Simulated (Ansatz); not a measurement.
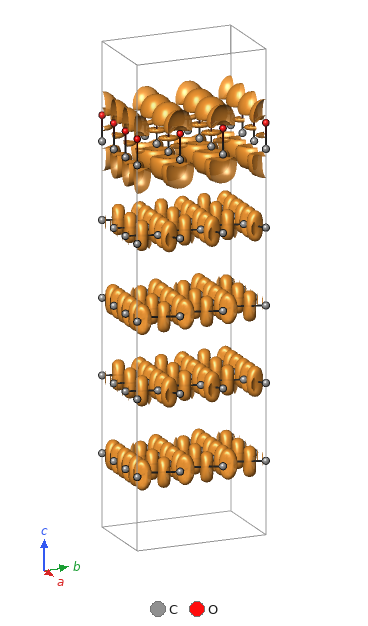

Figure. C₉O (slab). Isosurface of the electron localisation function at 0.8 (orange), seen slightly off an axis. Only the valence region is drawn (cores and ρ < 0.01 e/Å³ removed). Sticks mark near contacts.

These are results of Ansatz 0.2.0, DFT PBE+D3(BJ), scalar-relativistic, plane waves, PAW, not measurements.

In a PAW calculation such maps are meaningful between the atoms, not at the nuclei.

```yaml
crystal:
  lattice:
    - [2.46498, 0.00000, 0.00000]
    - [-1.23249, 2.13474, 0.00000]
    - [0.00000, 0.00000, 30.25765]
  atoms:
    - { symbol: C, position: [0.00000, 0.00000, 0.28092] }
    - { symbol: C, position: [0.66667, 0.33333, 0.28092] }
    - { symbol: C, position: [0.00000, 0.00000, 0.39227] }
    - { symbol: C, position: [0.33333, 0.66667, 0.39227] }
    - { symbol: C, position: [0.00000, 0.00000, 0.50333] }
    - { symbol: C, position: [0.66667, 0.33333, 0.50332] }
    - { symbol: C, position: [0.00000, 0.00000, 0.61467] }
    - { symbol: C, position: [0.33333, 0.66667, 0.61470] }
    - { symbol: C, position: [0.00000, 0.00000, 0.72730] }
    - { symbol: O, position: [0.00000, 0.00000, 0.76479] }
```

**Describe the localisation domains.**

The surface consists of twelve regions between bonded C–C atoms, one region between bonded C–O atoms, one lobe on C, pointing away from the bonds (lone pairs) and one lobe on O, pointing away from the bonds (lone pairs, which may merge into one lobe), counted in one cell of 10 atoms. Counts are for one cell; the picture repeats the cell along the surface. Along the contacts the grid gives the following. C–O (1.13 Å): the ELF peaks at about 0.85 between the atoms. C–C (1.42 Å): the ELF peaks at about 0.95 between the atoms.
